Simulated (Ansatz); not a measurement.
```cif
data_structure
_symmetry_space_group_name_H-M 'P 1'
_symmetry_Int_Tables_number 1
_cell_length_a 9.4716
_cell_length_b 9.4716
_cell_length_c 23.4482
_cell_angle_alpha 90.000
_cell_angle_beta 90.000
_cell_angle_gamma 120.000
_cell_volume 1821.74
loop_
_atom_site_label
_atom_site_type_symbol
_atom_site_fract_x
_atom_site_fract_y
_atom_site_fract_z
_atom_site_occupancy
S1 S 0.44444 0.22222 0.34118 1
S2 S 0.44444 0.55556 0.34118 1
S3 S 0.44444 0.88889 0.34118 1
S4 S 0.77778 0.22222 0.34118 1
S5 S 0.77778 0.55556 0.34118 1
S6 S 0.77778 0.88889 0.34118 1
S7 S 0.11111 0.22222 0.34118 1
S8 S 0.11111 0.55556 0.34118 1
S9 S 0.11111 0.88889 0.34118 1
W1 W 0.22208 0.11104 0.40843 1
W2 W 0.22222 0.44444 0.40845 1
W3 W 0.22223 0.77772 0.40842 1
W4 W 0.55554 0.11107 0.40846 1
W5 W 0.55558 0.44453 0.40844 1
W6 W 0.55560 0.77782 0.40841 1
W7 W 0.88882 0.11108 0.40844 1
W8 W 0.88887 0.44443 0.40846 1
W9 W 0.88884 0.77776 0.40841 1
S10 S 0.44422 0.22222 0.47557 1
S11 S 0.44458 0.55576 0.47566 1
S12 S 0.44441 0.88874 0.47568 1
S13 S 0.77771 0.22220 0.47575 1
S14 S 0.77784 0.55565 0.47569 1
S15 S 0.77777 0.88887 0.47572 1
S16 S 0.11091 0.22214 0.47567 1
S17 S 0.11112 0.55554 0.47573 1
S18 S 0.11099 0.88864 0.47561 1
```

Theory: DFT PBE+D3(BJ), scalar-relativistic, plane waves, PAW in Ansatz.

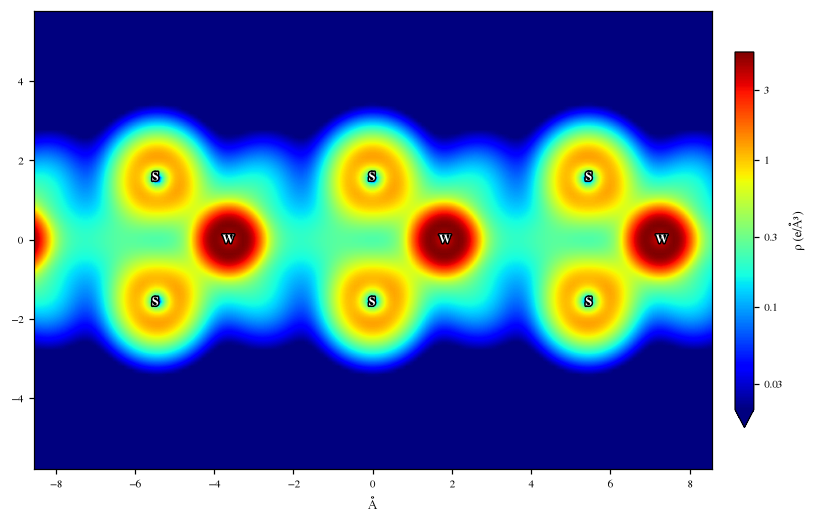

WS$_{2}$ (slab). Valence electron density on the (110) plane of the calculation cell, a cut from vacuum to vacuum.

**Interpret the plot.**

Atoms in the plane: S and W.
W–S (2.41 Å): ρ at the midpoint is about 0.63 e/Å³.
The density dies away to nearly zero in the vacuum.

**Does the calculation give a band gap?**

It is gapped, with a Kohn–Sham gap of 1.9 eV on the k-point mesh, an upper bound to the gap of this method.
